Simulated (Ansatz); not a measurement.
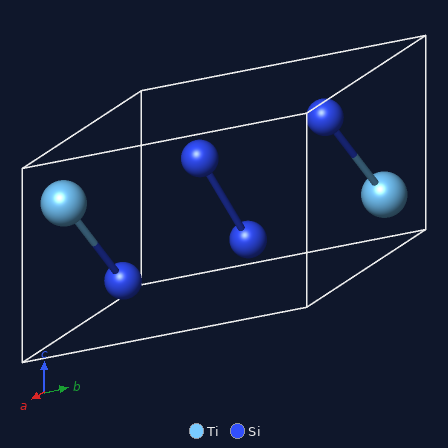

System: TiSi₂, space group Cmcm (No. 63). The picture shows the cell.

The given structure:
```
CELL_PARAMETERS angstrom
1.75852 -6.67412 0.00000
1.75852 6.67412 0.00000
0.00000 0.00000 3.55562
ATOMIC_POSITIONS crystal
Ti 0.89752 0.10248 0.75000
Ti 0.10248 0.89752 0.25000
Si 0.55999 0.44001 0.75000
Si 0.44001 0.55999 0.25000
Si 0.24972 0.75028 0.75000
Si 0.75028 0.24972 0.25000
```

How it was computed, with Ansatz 0.2.0: homogeneous strain of a crystal along one Voigt pattern with engineering shear, fractional coordinates fixed, by plane-wave density functional theory with PAW datasets, free energies less that of the undisturbed cell, pressure positive in compression; scalar-relativistic. Level: PBEsol, no spin polarisation.

```json
{"setting": "wave cutoff", "value": "420 eV"}
{"setting": "k mesh", "value": "14×14×14"}
{"setting": "occupations", "value": "Gaussian"}
{"setting": "smearing width", "value": "0.15 eV"}
{"setting": "k shift", "value": "(0, 0, 0) (mesh steps)"}
{"setting": "start", "value": "relaxed"}
{"setting": "strain pattern", "value": "(0, 1, 0, 0, 0, 0) (xx yy zz yz xz xy with engineering shear)"}
```

What does the calculation give for the energy change, tensile stress summed over the strain pattern and pressure against strain? The strain takes the values −0.060, −0.030, 0.000, 0.015, 0.045, 0.060.

The energy rises on both sides of the starting structure, which is therefore a minimum along this path. The energy change is 47.76 meV/atom at strain −0.060 and 35.29 meV/atom at 0.060; the lowest computed point is at strain 0.000 (0.00 meV/atom), and no other minimum shows among the points. The tensile stress summed over the strain pattern rises from −19.8 GPa at strain −0.060 to 12.6 GPa at 0.060, and changes sign near 0.000. The pressure falls from 9.7 GPa at strain −0.060 to −6.3 GPa at 0.060, and changes sign near 0.000.

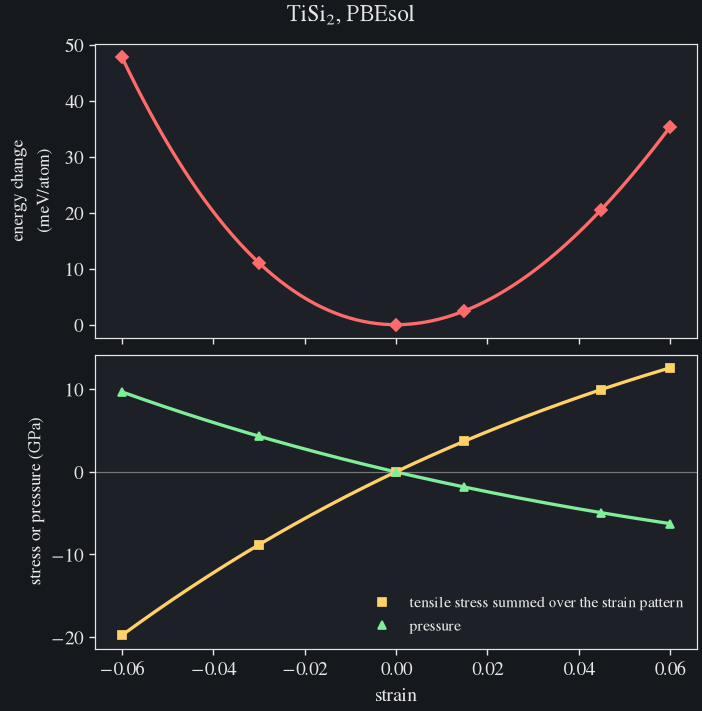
